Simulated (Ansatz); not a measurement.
**Be: density, localisation and related maps**

Input

```
crystal:
  lattice:
    - [-1.2280585323, 1.2531209513, 1.2531209513]
    - [1.2531209513, -1.2280585323, 1.2531209513]
    - [1.2531209513, 1.2531209513, -1.2280585323]
  atoms:
    - { symbol: Be, position: [0.0, 0.0, 0.0] }
kpoints:
  mp_grid: { grid: [23, 23, 23] }
scf:
  occupations: { method: fermi_dirac, width: 0.03 }
hamiltonian:
  xc: pbe
  pseudopotentials: { kind: paw }
output:
  forces: true
  stress: true
  eigenvalues: true
  efg: { contact_densities: true }
  write_density: true
  write_potential: true
  elf: true
  volumetric_format: npy
```

Run with:

```sh
ansatz run input.yaml --threads 1 --pin off --max-ram 3072MiB --backend cpu --events-out ev --progress --plain --runs-dir out
```

Below, planes, directions and counts refer to the conventional cell (a = 3.51 Å, b = 3.51 Å, c = 2.21 Å, α = 90.00°, β = 90.00°, γ = 120.00°).

Space group R-3m; a structure from a database of computed crystals, not necessarily the ambient phase; changed on purpose from its base cell (equal xy, yz and zx shear strains of +2 %, PAW files).

The calculation used DFT, PBE, PAW with Ansatz's default frozen-core files, scalar-relativistic in Ansatz 0.2.0.

Core electrons are frozen (PAW), and the valence fields are smoothed inside the atomic spheres.

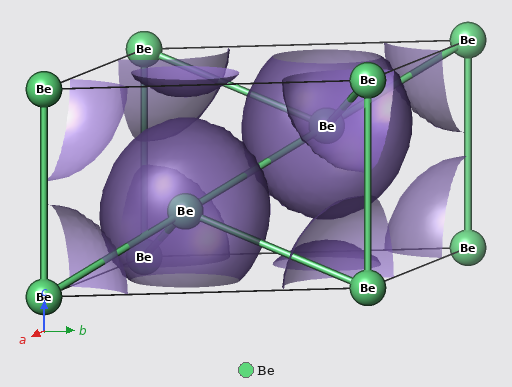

Figure 1. Isosurface of the electron localisation function at 0.55 (purple), seen slightly off an axis. Core shells and regions of very low density are left out. Sticks mark near contacts.

Question: What do the ELF domains correspond to?

Answer: At this value the surface marks out one network that runs through the whole crystal, counted in one cell of 3 atoms. Any copies at cell faces, edges or corners count once. There are no localised bonds or lone pairs at this value. Profiles from the grid: Be–Be (2.16 Å): the ELF reaches about 0.60 near the midpoint. Be–Be (2.21 Å): the ELF reaches about 0.55 near the midpoint.

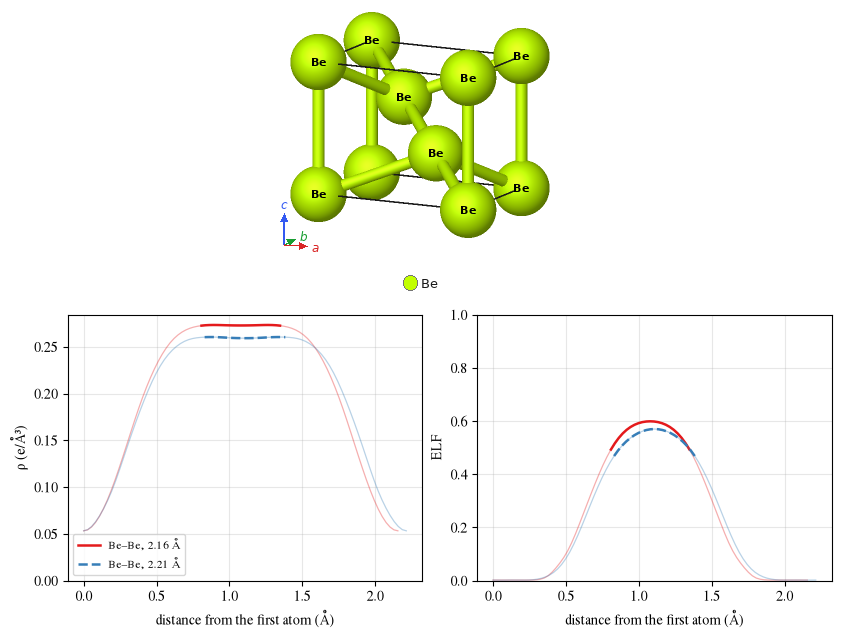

Figure 2. Valence pseudo-density and electron localisation function along straight lines between neighbouring atoms. Thin, pale parts lie inside the atomic spheres. The structure is drawn too.

Question: Compare the contacts.

Answer: Be–Be (2.16 Å): ρ at the midpoint is about 0.27 e/Å³; the ELF reaches about 0.60 near the midpoint.
Be–Be (2.21 Å): ρ is about 0.26 e/Å³ halfway; the ELF reaches about 0.55 near the midpoint.

Question: Metal or insulator at this level of theory?

Answer: It is gapless in this calculation (a metal or semimetal).
